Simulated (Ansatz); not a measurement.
WSe₂

The calculation's input:

```
crystal:
  lattice:
    - [3.3144241466, 0.0, 0.0]
    - [-1.6572120733, 2.8703755099, 0.0]
    - [0.0, 0.0, 29.8000909728]
  atoms:
    - { symbol: W, position: [0.6666666667, 0.3333333333, 0.0083892361] }
    - { symbol: W, position: [0.3333333333, 0.6666666667, 0.7657448695] }
    - { symbol: W, position: [0.3333333333, 0.6666666667, 0.2258658107] }
    - { symbol: Se, position: [0.3333333333, 0.6666666667, 0.0641224815] }
    - { symbol: Se, position: [0.6666666667, 0.3333333333, 0.821587527] }
    - { symbol: Se, position: [0.6666666667, 0.3333333333, 0.2815805548] }
    - { symbol: Se, position: [0.3333333333, 0.6666666667, 0.9525754297] }
    - { symbol: Se, position: [0.6666666667, 0.3333333333, 0.709983048] }
    - { symbol: Se, position: [0.6666666667, 0.3333333333, 0.1701511536] }
basis:
  ecutwfc: 500
kpoints:
  mp_grid: { grid: [12, 12, 1] }
hamiltonian:
  xc: r2scan
scf:
  occupations: { method: gaussian, width: 0.05 }
output:
  forces: true
  stress: true
  eigenvalues: true
  write_density: true
  write_potential: true
  elf: true
  volumetric_format: npy
```

Launched as:

```sh
ansatz run input.yaml --threads 2 --pin off --max-ram 5120MiB --backend cpu --events-out ev --progress --plain --runs-dir out
```

Below, planes, directions and counts refer to the conventional cell (a = 3.31 Å, b = 3.31 Å, c = 29.80 Å, α = 90.00°, β = 90.00°, γ = 120.00°).

Space group P3m1; a structure from a database of computed crystals, not necessarily the ambient phase.

The calculation used Ansatz 0.2.0, DFT r2SCAN, scalar-relativistic, plane waves, PAW.

### What can the converged valence pseudo-density and electron localisation function tell about the bonding?

W–Se (2.53 Å): ρ at the midpoint is about 0.56 e/Å³; the ELF is about 0.55 at the midpoint.

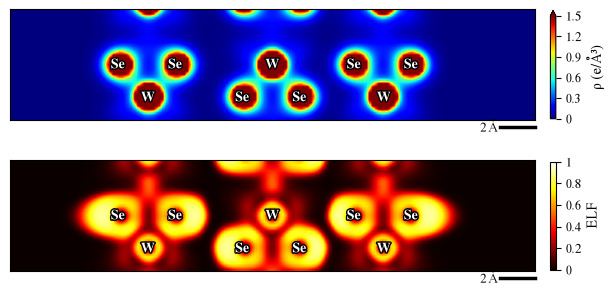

Computed valence pseudo-density and electron localisation function on the (110) plane of the conventional cell, in this order. 

In a PAW calculation such maps are meaningful between the atoms, not at the nuclei.
